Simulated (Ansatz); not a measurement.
ZnO: geometry relaxation (part 1 of 2)

- system: ZnO (P6₃mc, 4 atoms in the cell)
- method: DFT r2SCAN, scalar-relativistic, plane waves, PAW, no spin polarisation (Ansatz 0.2.0)

The structure derives from an entry of the Crystallography Open Database. Figures and captions count atoms from 1; the log counts them from 0 in places.

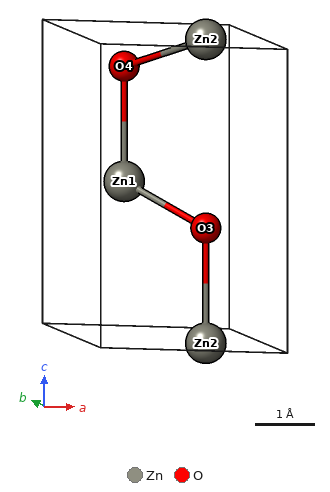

Figure 1. The input geometry (ball-and-stick view of the cell of the calculation, seen slightly off an axis; atoms are numbered from 1 in the order of the input). Near neighbours in the crystal (not all of them lie inside the picture): Zn has 4 O at 1.97 to 1.98 Å; O has 4 Zn at 1.97 to 1.98 Å.

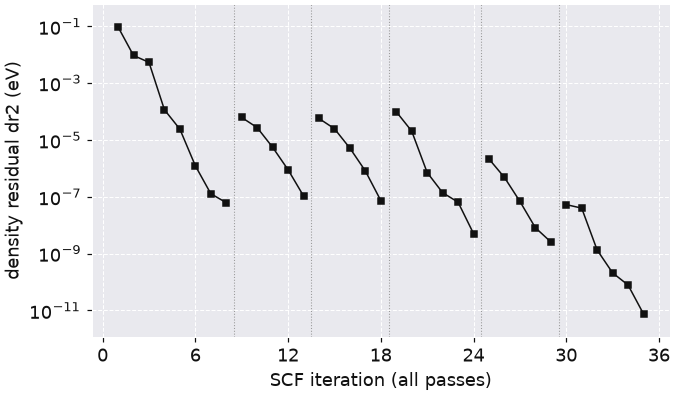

Figure 2. Convergence of the self-consistent field: density residual dr2 against the SCF iteration. The dotted lines part the SCF passes of the relaxation: geometry steps, rejected trials and re-solves on a re-selected basis. The 6 passes take 5 to 8 iterations each, 35 in all.

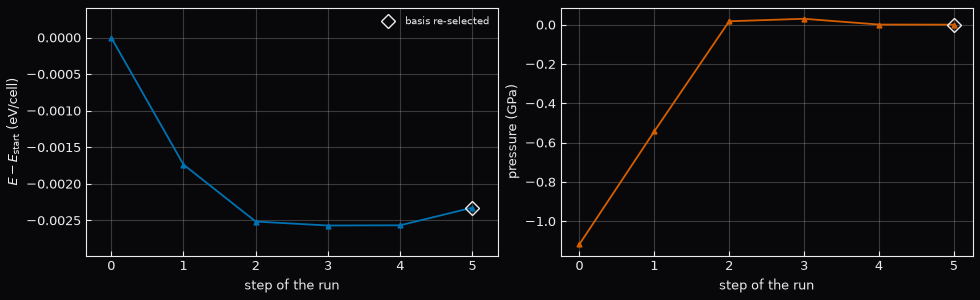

Figure 3. Progress of the relaxation, step by step (the first geometry is step 0 here and step 1 in the log). The energy falls by 2.6 meV per cell of the calculation in 4 geometry steps. The largest force component goes from 0.07 to under 0.0001 eV/Å. The pressure goes from −1.12 to 0.00 GPa. No atom moves by more than 0.005 Å relative to the cell. Cell: a = b 3.249 → 3.235 Å (−0.4 %), c 5.206 → 5.211 Å (+0.1 %). Volume −0.8 %. Among the contacts that change: Zn1–O3 1.979 → 1.970 Å, Zn1–O4 1.973 → 1.978 Å. The space group stays P6_3mc (No. 186). A last SCF at the same geometry on a re-selected plane-wave basis shifts the energy by +0.2 meV per cell of the calculation. (Atoms are counted from 1 in the order of the input.)

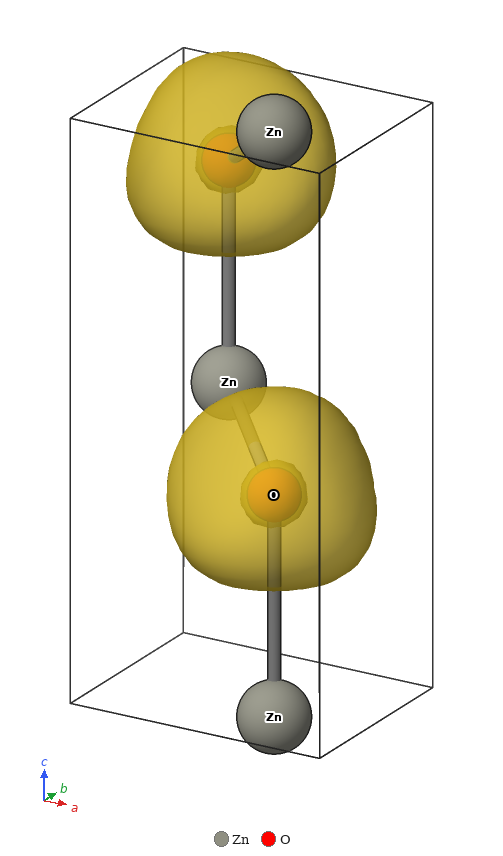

Figure 4. Isosurface of the electron localisation function at 0.6 (yellow), seen slightly off an axis. Only the valence region is drawn (cores and ρ < 0.01 e/Å³ removed). Sticks mark near contacts. The outline is the cell set on symmetry axes. Values along the shortest contacts: Zn–O (1.97 Å): the ELF is about 0.25 at the midpoint. Core electrons are frozen (PAW), so the fields are smoothed inside the atomic spheres.

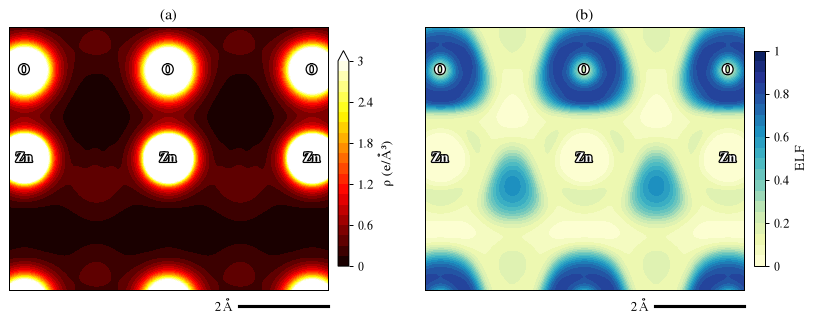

Figure 5. (a) valence electron density; (b) electron localisation function on the (010) plane of the conventional cell. The section cuts through Zn and O sites. Zn–O (1.98 Å): ρ is about 0.58 e/Å³ halfway; the ELF is about 0.25 at the midpoint. Away from the nuclei the density in this plane falls to 0.04 e/Å³ at its lowest.

These pictures come from the run below.

## Input
```yaml
crystal:
  lattice:
    - [3.249308, 0.0, 0.0]
    - [-1.624654, 2.8139832727, 0.0]
    - [0.0, 0.0, 5.205709]
  atoms:
    - { symbol: Zn, position: [0.3333333333, 0.6666666667, 0.5] }
    - { symbol: Zn, position: [0.6666666667, 0.3333333333, 0.0] }
    - { symbol: O, position: [0.6666666667, 0.3333333333, 0.37901] }
    - { symbol: O, position: [0.3333333333, 0.6666666667, 0.87901] }
basis:
  ecutwfc: 500
kpoints:
  mp_grid: { grid: [9, 9, 6] }
hamiltonian:
  xc: r2scan
scf:
  occupations: { method: gaussian, width: 0.02 }
output:
  forces: true
  stress: true
  eigenvalues: true
  write_density: true
  write_potential: true
  elf: true
  volumetric_format: npy
relax:
  adjacent_minimum: "off"
  f_tol: 0.005
  max_steps: 80
  cell: { stress_tol: 0.05 }
```

Launch command:
```bash
ansatz run input.yaml --threads 2 --pin off --max-ram 5120MiB --backend cpu --events-out ev --progress --plain --runs-dir out
```

## The program's output
```
Engine: ansatz 0.2.0, x86_64-unknown-linux-gnu
Pseudopotentials: kind: paw
Pseudopotential: Zn, paw, valence charge 12, recommended cutoff 500 eV (meta_gga), Zn.paw.azcp
Pseudopotential: O, paw, valence charge 6, recommended cutoff 500 eV (meta_gga), O.paw.azcp
Functional definition: r2SCAN
  parameter k0 = 0.174
  parameter k1 = 0.065
  parameter a1 = 4.9479
  exchange = r2scan_x(k0 = k0, k1 = k1, a1 = a1)
  correlation = r2scan_c
Crystal: 4 atoms, lattice volume = 47.598 Å³
Basis set: ecut = 500 eV, 1213 PW (Γ), exchange–correlation on 96×96×160 points (64 copies of the dense FFT grid, shifted against one another)
Bands: 22, of which v1, the nominal top of the filled ones, is band 18 counted from 1 (17 counted from 0)
Symmetry: 12 space group operations
Space group: P63mc (ITA 186), of the structure as read, at distance tolerance 3.6e-5 Å
k-points: 48 of 486 (time reversal used)
Non-local potential: Zn, projectors of the file, l = 0: 2, l = 1: 2, l = 2: 3, l = 3: 1
Non-local potential: O, projectors of the file, l = 0: 2, l = 1: 2, l = 2: 1
PAW form: soft (Blöchl's): semilocal exchange-correlation on the pseudo side does not see the compensation charge
PAW frozen core: Zn, regenerated for the run's functional (the file was generated under x = pbe(κ = 0.804, μ = 0.2195149727645171), c = pbe(β = 0.06672455060314922))
PAW frozen core: O, regenerated for the run's functional (the file was generated under x = pbe(κ = 0.804, μ = 0.2195149727645171), c = pbe(β = 0.06672455060314922))
PAW one-centre angular grid: Zn, 590 points (default); XC on 261 of its mesh's 2673 points in the sphere
PAW one-centre angular grid: O, 302 points (default); XC on 160 Gauss nodes
Initial density: superposition of atomic densities (neutral atoms: chi_scale 0, normalization atom), corrected by the library's trained network
Initial wavefunctions: pseudopotential atomic-orbital guess
Functional: x = r2scan, c = r2scan; τ floored in thin density (d = 2e-4 eV/Å³)
SCF iter   1: F=—  HF=-7789.830535 eV  |F-HF|=—  |Δ(HF+E_count)|=         —  Δρ=2.02e-2  dr2=9.44e-2  dr2_τ=9.83e-2  ethr=1.77e-3  ⟨swp⟩=5.9  Hψ=4729  notcnv=0
preconditioner: auto → Resta (q_TF=auto, 2.604 Å⁻¹)  ε∞=6.6  [insulator: Δε(μ)=1.377 eV  Ē_g=13.658 eV  σ=0.020 eV  W_gap=1.00  n_scr=22 (ndim 8)  ℏωp=32.3 eV  f_vac=0.034  D(μ)=0.00/eV (n_scr^D=0)  ε∞_Penn≈6.6]
SCF iter   2: F=—  HF=-7789.854196 eV  |F-HF|=—  |Δ(HF+E_count)|=   2.37e-2  Δρ=4.93e-3  dr2=9.36e-3  dr2_τ=6.72e-4  ethr=2.62e-4  ⟨swp⟩=2.4  Hψ=2424  notcnv=0
SCF iter   3: F=—  HF=-7789.851622 eV  |F-HF|=—  |Δ(HF+E_count)|=   2.57e-3  Δρ=4.75e-3  dr2=5.37e-3  dr2_τ=2.13e-4  ethr=2.60e-5  ⟨swp⟩=2.0  Hψ=2016  notcnv=0
SCF iter   4: F=—  HF=-7789.850438 eV  |F-HF|=—  |Δ(HF+E_count)|=   1.18e-3  Δρ=5.47e-4  dr2=1.15e-4  dr2_τ=2.72e-5  ethr=1.49e-5  ⟨swp⟩=3.0  Hψ=1994  notcnv=0
SCF iter   5: F=—  HF=-7789.850513 eV  |F-HF|=—  |Δ(HF+E_count)|=   7.49e-5  Δρ=2.94e-4  dr2=2.39e-5  dr2_τ=2.08e-6  ethr=3.20e-7  ⟨swp⟩=2.4  Hψ=1903  notcnv=0
SCF iter   6: F=—  HF=-7789.850539 eV  |F-HF|=—  |Δ(HF+E_count)|=   2.51e-5  Δρ=4.66e-5  dr2=1.23e-6  dr2_τ=1.94e-8  ethr=6.63e-8  ⟨swp⟩=2.0  Hψ=1699  notcnv=0
SCF iter   7: F=—  HF=-7789.850539 eV  |F-HF|=—  |Δ(HF+E_count)|=   5.55e-7  Δρ=1.77e-5  dr2=1.28e-7  dr2_τ=8.72e-9  ethr=3.41e-9  ⟨swp⟩=2.0  Hψ=1832  notcnv=0
SCF iter   8: F=-7789.850539 eV  HF=-7789.850539 eV  |F-HF|=4.61e-8  |Δ(HF+E_count)|=   2.29e-8  Δρ=1.15e-5  dr2=6.16e-8  dr2_τ=4.83e-9  ethr=2.78e-10  ⟨swp⟩=8.8  Hψ=7435  notcnv=0
SCF 1 converged in 8 iterations: F = -7789.850539 eV  dr2 = 6.16e-8
  greatest PAW one-centre occupation: 0.987 electrons in one spin orbital (limit 2), on the Zn atom at site 0 (counted from 0), in its partial waves of l = 2
relax step   1: F+E_penalty+E_count = -7789.85053904 eV  Δ(F+E_penalty+E_count) = +0.000e0 eV  max|allowed force component| = 6.993e-2 eV/Å  Δτ_max = 0.0000 Å  P = -1.117 GPa  Ω = 47.598 Å³  (8 SCF iters, dr2 threshold 1.00e-7 eV, accepted)
Crystal: 4 atoms, lattice volume = 47.411 Å³
Basis set: ecut = 500 eV, 1177 PW (Γ), exchange–correlation on 96×96×160 points (64 copies of the dense FFT grid, shifted against one another)
Initial density: handed on by an earlier stage of this run
Initial wavefunctions: those handed on with the density
iter 1 solved again at ethr=1.82e-7 eV; its pass at ethr=3.10e-3 eV (dr2=6.54e-5 eV) is discarded
SCF iter   1: F=—  HF=-7789.851944 eV  |F-HF|=—  |Δ(HF+E_count)|=         —  Δρ=4.09e-4  dr2=6.16e-5  dr2_τ=3.13e-4  ethr=1.82e-7  ⟨swp⟩=2.3  Hψ=5821  notcnv=0
preconditioner: auto → Resta (q_TF=auto, 2.606 Å⁻¹)  ε∞=6.8  [insulator: Δε(μ)=1.240 eV  Ē_g=13.483 eV  σ=0.020 eV  W_gap=1.00  n_scr=22 (ndim 8)  ℏωp=32.4 eV  f_vac=0.035  D(μ)=0.00/eV (n_scr^D=0)  ε∞_Penn≈6.8]
SCF iter   2: F=—  HF=-7789.852278 eV  |F-HF|=—  |Δ(HF+E_count)|=   3.35e-4  Δρ=2.62e-4  dr2=2.71e-5  dr2_τ=9.40e-7  ethr=1.71e-7  ⟨swp⟩=2.0  Hψ=2030  notcnv=0
SCF iter   3: F=—  HF=-7789.852275 eV  |F-HF|=—  |Δ(HF+E_count)|=   3.52e-6  Δρ=1.20e-4  dr2=5.51e-6  dr2_τ=6.99e-7  ethr=7.53e-8  ⟨swp⟩=2.6  Hψ=1898  notcnv=0
SCF iter   4: F=—  HF=-7789.852275 eV  |F-HF|=—  |Δ(HF+E_count)|=   7.15e-8  Δρ=5.06e-5  dr2=8.92e-7  dr2_τ=4.40e-8  ethr=1.53e-8  ⟨swp⟩=2.5  Hψ=1863  notcnv=0
SCF iter   5: F=-7789.852275 eV  HF=-7789.852275 eV  |F-HF|=6.24e-8  |Δ(HF+E_count)|=   2.81e-7  Δρ=1.55e-5  dr2=1.07e-7  dr2_τ=6.23e-9  ethr=1.11e-9  ⟨swp⟩=9.1  Hψ=8014  notcnv=0
SCF 2 converged in 5 iterations: F = -7789.852275 eV  dr2 = 1.07e-7
relax step   2: F+E_penalty+E_count = -7789.85227523 eV  Δ(F+E_penalty+E_count) = -1.736e-3 eV  max|allowed force component| = 4.983e-2 eV/Å  Δτ_max = 0.0006 Å  P = -0.543 GPa  Ω = 47.411 Å³  energy of the carried Pulay correction = +1.190e-4 eV  (5 SCF iters, dr2 threshold 4.00e-7 eV, accepted)
Crystal: 4 atoms, lattice volume = 47.232 Å³
Basis set: ecut = 500 eV, 1165 PW (Γ), exchange–correlation on 96×96×160 points (64 copies of the dense FFT grid, shifted against one another)
iter 1 solved again at ethr=1.55e-7 eV; its pass at ethr=3.10e-3 eV (dr2=5.57e-5 eV) is discarded
SCF iter   1: F=—  HF=-7789.852712 eV  |F-HF|=—  |Δ(HF+E_count)|=         —  Δρ=3.85e-4  dr2=5.67e-5  dr2_τ=3.20e-4  ethr=1.55e-7  ⟨swp⟩=2.8  Hψ=6115  notcnv=0
preconditioner: auto → Resta (q_TF=auto, 2.608 Å⁻¹)  ε∞=6.8  [insulator: Δε(μ)=1.240 eV  Ē_g=13.513 eV  σ=0.020 eV  W_gap=1.00  n_scr=22 (ndim 8)  ℏωp=32.4 eV  f_vac=0.034  D(μ)=0.00/eV (n_scr^D=0)  ε∞_Penn≈6.8]
SCF iter   2: F=—  HF=-7789.853057 eV  |F-HF|=—  |Δ(HF+E_count)|=   3.45e-4  Δρ=2.47e-4  dr2=2.48e-5  dr2_τ=9.34e-7  ethr=1.55e-7  ⟨swp⟩=2.0  Hψ=2003  notcnv=0
SCF iter   3: F=—  HF=-7789.853054 eV  |F-HF|=—  |Δ(HF+E_count)|=   2.96e-6  Δρ=1.14e-4  dr2=5.14e-6  dr2_τ=6.48e-7  ethr=6.90e-8  ⟨swp⟩=2.6  Hψ=1895  notcnv=0
SCF iter   4: F=—  HF=-7789.853054 eV  |F-HF|=—  |Δ(HF+E_count)|=   1.39e-7  Δρ=4.80e-5  dr2=8.10e-7  dr2_τ=3.77e-8  ethr=1.43e-8  ⟨swp⟩=2.6  Hψ=1870  notcnv=0
SCF iter   5: F=-7789.853055 eV  HF=-7789.853055 eV  |F-HF|=3.59e-8  |Δ(HF+E_count)|=   2.55e-7  Δρ=1.29e-5  dr2=7.34e-8  dr2_τ=4.19e-9  ethr=1.11e-9  ⟨swp⟩=9.1  Hψ=8004  notcnv=0
SCF 3 converged in 5 iterations: F = -7789.853055 eV  dr2 = 7.34e-8
  greatest PAW one-centre occupation: 0.987 electrons in one spin orbital (limit 2), on the Zn atom at site 1 (counted from 0), in its partial waves of l = 2
relax step   3: F+E_penalty+E_count = -7789.85305471 eV  Δ(F+E_penalty+E_count) = -7.795e-4 eV  max|allowed force component| = 1.477e-2 eV/Å  Δτ_max = 0.0001 Å  P = +0.018 GPa  Ω = 47.232 Å³  energy of the carried Pulay correction = +2.328e-4 eV  (5 SCF iters, dr2 threshold 4.00e-7 eV, accepted)
Crystal: 4 atoms, lattice volume = 47.228 Å³
iter 1 solved again at ethr=2.73e-7 eV; its pass at ethr=3.10e-3 eV (dr2=9.82e-5 eV) is discarded
```
